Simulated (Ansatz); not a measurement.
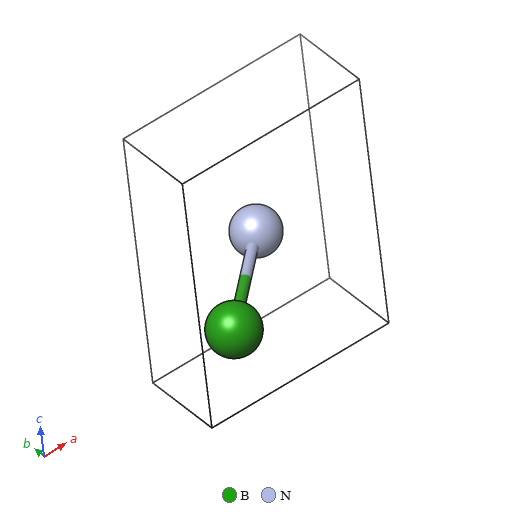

System: BN, space group F-43m (No. 216) (cell built by us, not taken from a database). The picture shows the cell.

The given structure:
```yaml
crystal:
  lattice:
    - [0.00000, 1.81234, 1.81234]
    - [1.81234, 0.00000, 1.81234]
    - [1.81234, 1.81234, 0.00000]
  atoms:
    - { symbol: B, position: [0.25000, 0.25000, 0.25000] }
    - { symbol: N, position: [0.50000, 0.50000, 0.50000] }
```

Computed with Ansatz 0.2.0: harmonic phonon frequencies at the irreducible points of a q mesh with atoms at rest in the given cell, q in fractions of the reciprocal cell vectors, no long-range term at q = 0, imaginary frequencies are negative, the first points where there are many; plane waves with PAW datasets. Level: PBE, no spin polarisation.

```tsv
setting	value
wave cutoff	420 eV
k mesh	12×12×12
occupations	fixed
pressure	0 GPa
phonon method	linear response
q mesh	4×4×4
```

Describe the result: the phonon frequencies at several wave vectors (in fractions of the reciprocal vectors of the given cell).

No frequency is imaginary, so the structure is stable to these displacements at the wave vectors computed. The highest mode among the wave vectors computed lies at 1237.7 cm⁻¹, at (0 0.25 0.25) (at the zone centre itself the field of polar modes is left out).

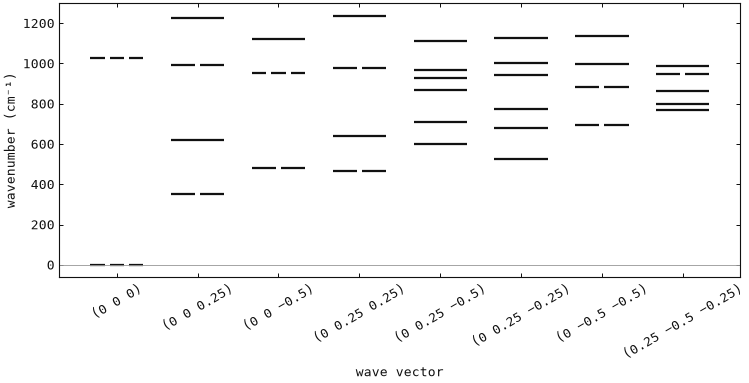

Imaginary frequencies are drawn as negative.
